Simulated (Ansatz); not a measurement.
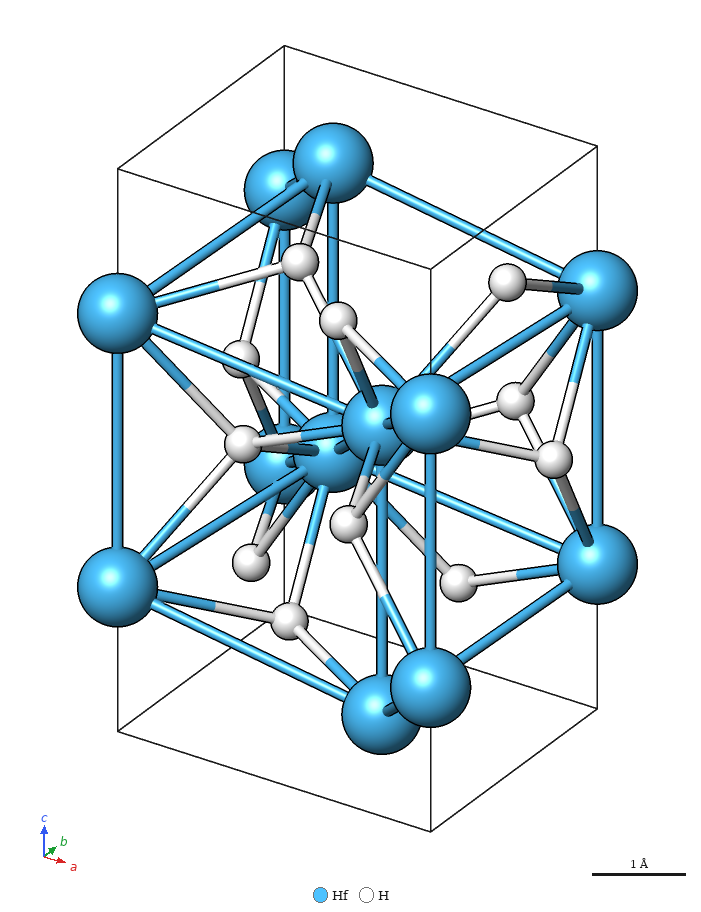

Ball-and-stick representation of a periodic structure, projected slightly off an axis. One conventional unit cell is outlined, and atoms on its boundary appear in each equivalent place. Cell: a = 5.27 Å, b = 5.27 Å, c = 6.32 Å, α = 90.00°, β = 90.00°, γ = 120.00°.

The structure comes from a structure type filled with these elements by a generator (whether the compound takes this form wasn't checked). Earlier steps of the study, as a rule a relaxation of our own, may have changed the cell and positions, so they can lie some per cent off the listed ones. A calculation with Ansatz used it as input.

Describe the crystal.

The formula is Hf₂H₃. It is rhombohedral (trigonal R), space group R32 (No. 155). Atoms per cell: 15 (6 Hf, 9 H). Coordination numbers (contacts within bonding distance): Hf 14 and H 4. Not all metal-metal contacts are counted.

Run with DFT PBE, scalar-relativistic, plane waves, PAW in Ansatz 0.2.0 and these settings: a cutoff energy of 420 eV, k-points about 0.14 Å⁻¹ apart, Gaussian smearing of 0.1 eV, no spin polarisation.

Does it come out as a metal, or with a gap?

A metal: bands cross the Fermi level.

Predict the Bader charges.

Hf +1.06 e; H -0.70 e.

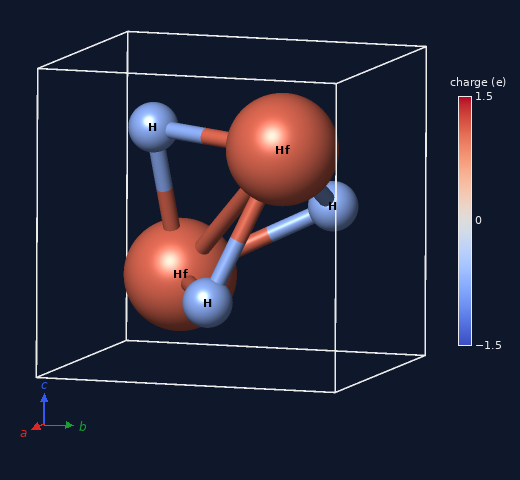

The atoms coloured by those charges. The run's cell of 5 atoms is drawn, so axes and origin can differ from the first picture.

Is the structure relaxed at this level of theory?

Yes. All forces vanish to within 0.01 eV/Å. The pressure is 0.0 GPa, close to zero.
